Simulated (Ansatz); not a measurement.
# Si3Mo: one candidate of a structure search, part 2 of 2

The task: take a trial cell of Si3Mo to zero force and stress.

Ansatz 0.2.0; DFT PBE, scalar-relativistic, plane waves, PAW. The steps go on from the part before.

## 5. Spin check on a coarse mesh

input.yaml reads:

```yaml
crystal:
  lattice:
    - [-2.5541734694, 2.5541734694, 2.5541734694]
    - [2.5541734694, -2.5541734694, 2.5541734694]
    - [2.5541734694, 2.5541734694, -2.5541734694]
  atoms:
    - { symbol: Si, position: [0.0, 0.5, 0.5] }
    - { symbol: Si, position: [0.5, 0.0, 0.5] }
    - { symbol: Si, position: [0.5, 0.5, 0.0] }
    - { symbol: Mo, position: [0.0, 0.0, 0.0], spin: 1.0 }
basis:
  ecutwfc: 420
kpoints:
  mp_grid: { grid: [6, 6, 6] }
hamiltonian:
  xc: pbe
scf:
  occupations: { method: gaussian, width: 0.1 }
  lower_state_search: "off"
output:
  forces: true
  stress: true
  eigenvalues: true
  populations: true
magnetization:
  spin_polarized: true
```

Command:

```console
$ ansatz run input.yaml --threads 1 --pin off --max-ram 2560MiB --backend cpu --events-out ev --progress --plain --runs-dir out
```

Standard output, shortened:

```text
[...]
SCF converged after 15 iterations
Magnetization: 0.6309 μB (13.3154 up, 12.6846 down)
Absolute magnetization: 0.8855 μB (∫|ρ↑−ρ↓|, with the PAW one-centre terms)
Spin contamination: 0.0379 ħ² per cell (⟨S²⟩ above its minimum at these occupations)
Per-site moments (μB) at R_I (Å): [(-0.02456419903665, 1.0535965561275), (-0.02456419903664985, 1.0535965561275), (-0.02456419903664996, 1.0535965561275), (0.5361400635512827, 1.0535965561275)]
Free energy (F): -6860.806521 eV
[...]
E sigma→0 (E₀):  -6860.800149 eV
Entropy (-TS):   -0.012745 eV (-3.186 meV/atom)
Fermi energy:    10.984701 eV
[...]
--- Forces (eV/Å), atoms counted from 1 ---
  atom   1  Si    -0.00000000    -0.00000000     0.00000000
  atom   2  Si     0.00000000    -0.00000000     0.00000000
  atom   3  Si     0.00000000    -0.00000000     0.00000000
  atom   4  Mo    -0.00000000    -0.00000000     0.00000000
[...]
--- Stress (GPa, compression-positive) ---
        0.411423      -0.000000       0.000000
        0.000000       0.411423      -0.000000
       -0.000000      -0.000000       0.411423
  P = ⅓ Tr σ = 0.4114 GPa (4.114 kbar)
--- Band table (eV; the first three rows and the last of 32) ---
  k-point 0 ↑: bands = ["-49.8188", "-23.9640", "-23.9640", "-23.9640", "-0.9707", "6.2718", "6.2718", "8.1902", "8.1902", "8.1902", "9.0413", "9.0413", "9.0413", "11.3509", "11.3509", "11.3509", "12.5367", "12.5367"]
[...]
--- Löwdin populations: 4 sites ---
  site symbol       q [e]    m [muB]
     0     Si      3.9626    -0.0440
     1     Si      3.9626    -0.0440
     2     Si      3.9626    -0.0440
     3     Mo     13.8427     0.7649
  spilling = 0.010360 (of n_electrons = 26.000000)
```

Run time: 5.8 s. Hardware: 1 thread of Intel Xeon at 2.70GHz, shared host; peak memory 0.35 GiB.

By site:

| atom | moment in the atom's sphere (μB) | Löwdin electrons |
| --- | --- | --- |
| Si1 | -0.02 | 3.96 |
| Si2 | -0.02 | 3.96 |
| Si3 | -0.02 | 3.96 |
| Mo4 | 0.54 | 13.84 |

The Löwdin counts miss 0.27 of the 26 electrons, which the atomic orbitals do not span, so they are no charges.

The same cell is solved with trial moments on Mo. The largest site moment that stays is 0.54 μB and the cell's total 0.63 μB. The workflow keeps spin only above 0.25 μB on a site, so spin is kept from here on.

## 6. Full relaxation

The end of the coarse run is made exact in the group found at a tolerance of 0.06 Å and reduced to its primitive cell.

input.yaml reads:

```yaml
crystal:
  lattice:
    - [-2.5541734694, 2.5541734694, 2.5541734694]
    - [2.5541734694, -2.5541734694, 2.5541734694]
    - [2.5541734694, 2.5541734694, -2.5541734694]
  atoms:
    - { symbol: Si, position: [0.0, 0.5, 0.5] }
    - { symbol: Si, position: [0.5, 0.0, 0.5] }
    - { symbol: Si, position: [0.5, 0.5, 0.0] }
    - { symbol: Mo, position: [0.0, 0.0, 0.0], spin: 0.59 }
basis:
  ecutwfc: 420
kpoints:
  mp_grid: { grid: [12, 12, 12] }
hamiltonian:
  xc: pbe
scf:
  occupations: { method: gaussian, width: 0.1 }
output:
  forces: true
  stress: true
  eigenvalues: true
  populations: true
  write_density: true
  write_potential: true
  elf: true
  volumetric_format: npy
magnetization:
  spin_polarized: true
relax:
  adjacent_minimum: "off"
  f_tol: 0.01
  max_steps: 80
  cell: { stress_tol: 0.05 }
```

Command:

```console
$ ansatz run input.yaml --threads 1 --pin off --max-ram 2560MiB --backend cpu --events-out ev --progress --plain --runs-dir out
```

Standard output, shortened:

```text
Warning: RAYON_NUM_THREADS=1 ignored (pool sized by the plan → 1); use --threads N
[...]
[... 4 set-up lines as earlier in the session ...]
[...]
Crystal: 4 atoms, lattice volume = 66.652 Å³
Basis set: ecut = 420 eV, 1289 PW (Γ), exchange–correlation on 60×60×60 points (8 copies of the dense FFT grid, shifted against one another)
Bands: 18, of which v1, the nominal top of the filled ones, is band 13 counted from 1 (12 counted from 0)
[... 1 set-up line as earlier in the session ...]
Space group: Im-3m (ITA 229), of the structure as read, at distance tolerance 4.1e-5 Å
Magnetic group: BNS 229.140 (UNI 1642), of the structure as read, at distance tolerance 4.1e-5 Å
k-points: 72 of 1728
[...]
Starting moments: Σ|m| = 0.59 μB on 1 of 4 sites
[...]
--- Relaxed structure (2 steps of the walk, 2 accepted, 1 SCFs on fresh bases) ---
  F+E_penalty+E_count = -6860.76450481 eV   max|allowed force component| = 1.856e-30 eV/Å   (the final SCF, on the basis selected at the relaxed cell)
  cell:  # Å, volume = 67.0446 Å³
    - [-2.5591828723733547, 2.5591828723733547, 2.5591828723733547]
    - [2.5591828723733547, -2.5591828723733547, 2.5591828723733547]
    - [2.5591828723733547, 2.5591828723733547, -2.5591828723733547]
  atoms:
    - { symbol: Si, position: [3.212067318728665e-36, 0.5, 0.5] }
    - { symbol: Si, position: [0.5, 6.759559296591314e-35, 0.5] }
    - { symbol: Si, position: [0.5, 0.5, 3.8440234934639185e-35] }
    - { symbol: Mo, position: [5.890879327808463e-35, -2.0107534772252885e-34, -1.3431204867403293e-34] }
--- Löwdin populations: 4 sites ---
  site symbol       q [e]    m [muB]
     0     Si      3.9685    -0.0292
     1     Si      3.9685    -0.0292
     2     Si      3.9685    -0.0292
     3     Mo     13.8303     0.7792
  spilling = 0.010155 (of n_electrons = 26.000000)
```

Run time: 43 s. Hardware: 1 thread of Intel Xeon at 2.70GHz, shared host; peak memory 0.48 GiB.

Relaxation path:

| step | E - E(step 1) (eV/cell) | largest force component (eV/Å) | pressure (GPa) | volume (Å³) |
| --- | --- | --- | --- | --- |
| 1 | 0.0000 | 0.0000 | 0.64 | 66.65 |
| 2 | -0.0007 | 0.0000 | -0.03 | 67.04 |
| 3 | -0.0007 | 0.0000 | -0.03 | 67.04 |

Step 1 is the start. Step 3 repeats the geometry before it on a plane-wave basis chosen anew for that cell, so its energy need not be comparable with the rows above.

Lengths and angles in the start's conventional setting:

|  | before | after | change |
| --- | --- | --- | --- |
| a (Å) | 5.108 | 5.118 | +0.2 % |
| b (Å) | 5.108 | 5.118 | +0.2 % |
| c (Å) | 5.108 | 5.118 | +0.2 % |
| volume (Å³/atom) | 16.66 | 16.76 | +0.6 % |
| shortest distance (Å) | 2.554 | 2.559 | +0.2 % |
| space group (0.01 Å) | Im-3m | Im-3m | same |

The run keeps the 48 symmetry operations of the start, so it could not have lowered the symmetry.

By site:

| atom | moment in the atom's sphere (μB) | Löwdin electrons |
| --- | --- | --- |
| Si1 | -0.02 | 3.97 |
| Si2 | -0.02 | 3.97 |
| Si3 | -0.02 | 3.97 |
| Mo4 | 0.55 | 13.83 |

The Löwdin counts miss 0.26 of the 26 electrons, which the atomic orbitals do not span, so they are no charges.

Axes a, b and c in the maps are those of this run's conventional cell (a, b, c = 5.118, 5.118, 5.118 Å).

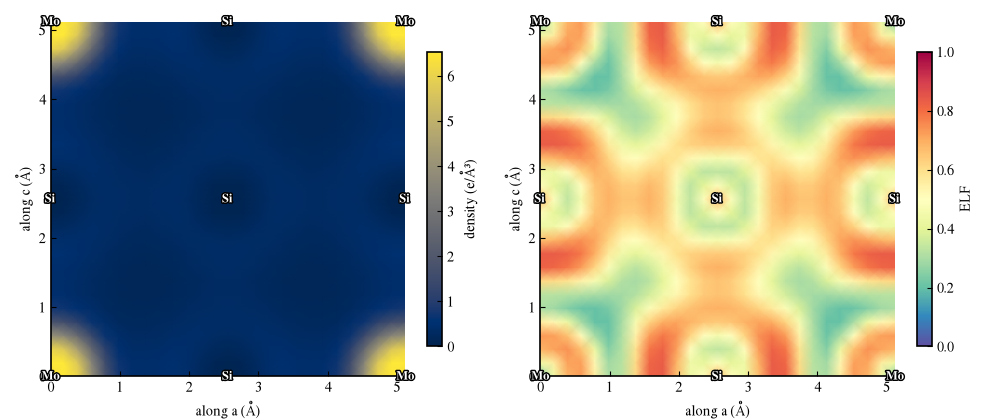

Density (left) and ELF (right) in a lattice plane of the grid's cell (edges 5.12 and 5.12 Å, at 0.000 of the third edge), which holds Si and Mo. Only atoms in the plane are labelled. Both are smooth fields of the valence electrons: close to the nuclei they are not physical.

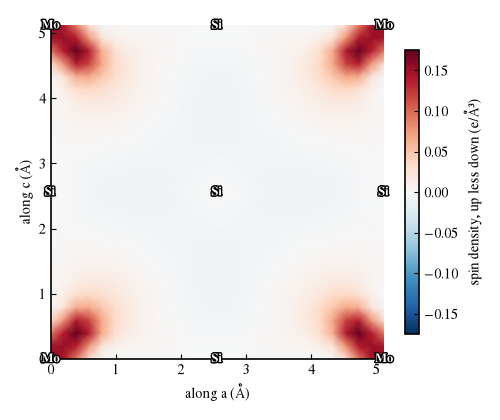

Spin density in a lattice plane of the grid's cell (edges 5.12 and 5.12 Å, at 0.000 of the third edge), which holds Si and Mo.

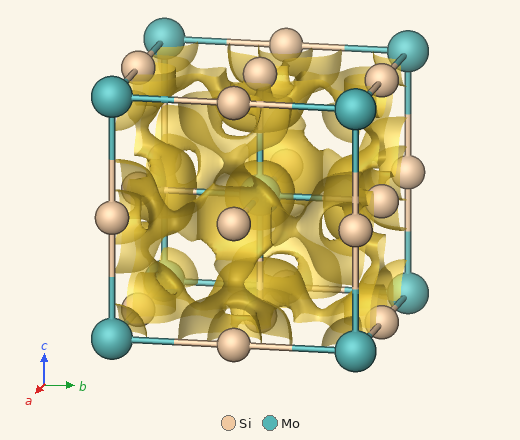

Surface of ELF = 0.63, drawn in one cell.

Outside the cores ELF peaks at 0.83 in the shell around Si, 0.8 Å from Si; 0.69 on the Si–Si line, 1.0 Å from Si.

## 7. Summary of results

What follows sums up all 2 parts. Changes of volume or cell count from the first structure of part 1.

```
                              quantity                                                                      value
symmetry at the end (tolerance 0.05 Å)                                                space group Im-3m (No. 229)
                     conventional cell  a = 5.118 Å, b = 5.118 Å, c = 5.118 Å, α = 90.00°, β = 90.00°, γ = 90.00°
                                volume                                                              16.76 Å³/atom
              energy over the elements                                                              +0.67 eV/atom
                       gap on the mesh                                                               none (metal)
                          total moment                                                               0.69 μB/cell
```

The space group Im-3m (No. 229) is kept, and the volume per atom shrinks by 13.3 % from the first guess. The formation energy is positive, so the separate elements lie lower. No finished test with a distortion of lower symmetry is shown, so the end may be a saddle point. Other magnetic orders were not searched.
